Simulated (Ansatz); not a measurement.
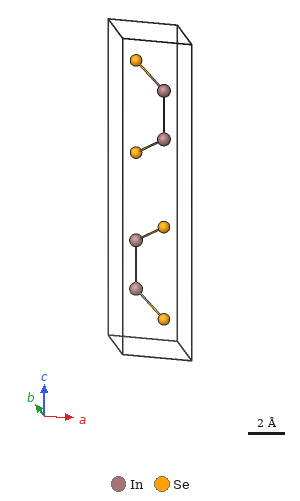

Normal modes of solid InSe, space group P6₃/mmc (No. 194), at the zone centre. The picture is a ball-and-stick view of the cell of the calculation, seen slightly off an axis.

Level of theory: DFT PBE, scalar-relativistic, plane waves, PAW in Ansatz 0.2.0. Set-up: plane-wave cutoff 420 eV; k-point mesh 12 × 12 × 2; occupations gaussian; smearing width 0.05 eV; no spin polarisation.

Frequencies are those without the non-analytic (LO–TO) term.

> List the optical modes.

The calculation's cell holds 8 atoms, so there are 21 optical modes, in 11 levels. The lowest is so near zero that its sign isn't certain.

```csv
level,symmetry,frequency (cm⁻¹),activity
1,E₂g,5,Raman-active
2,B₁g,11,silent
3,E₂u,36,silent
4,E₁g,37,Raman-active
5,B₂u,100,silent
6,A₁g,100,Raman-active
7,4-fold,160,not assigned
8,4-fold,164,not assigned
9,A₂u,183,infrared-active
10,B₁g,188,silent
11,doubly degenerate,215,not assigned
```

The displacement patterns (one member of each degenerate set), 6 of the levels:

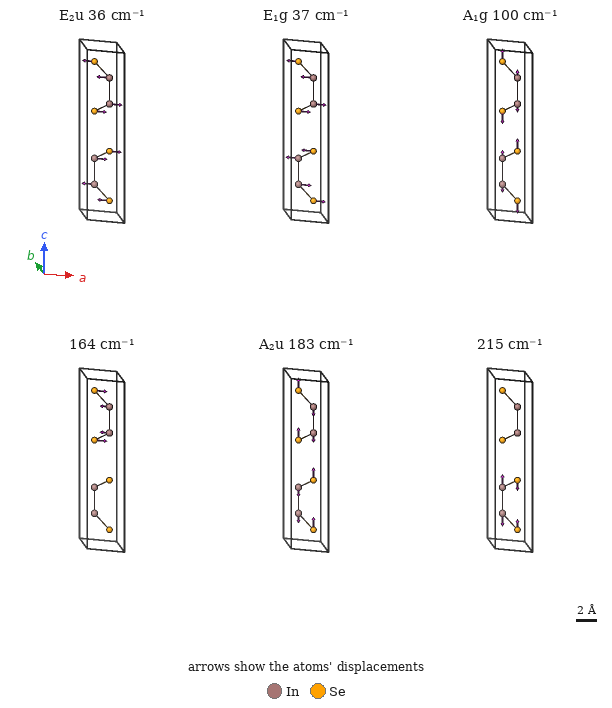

Limits of the set-up: layers or molecules are held without a dispersion correction, so their spacing is unreliable.
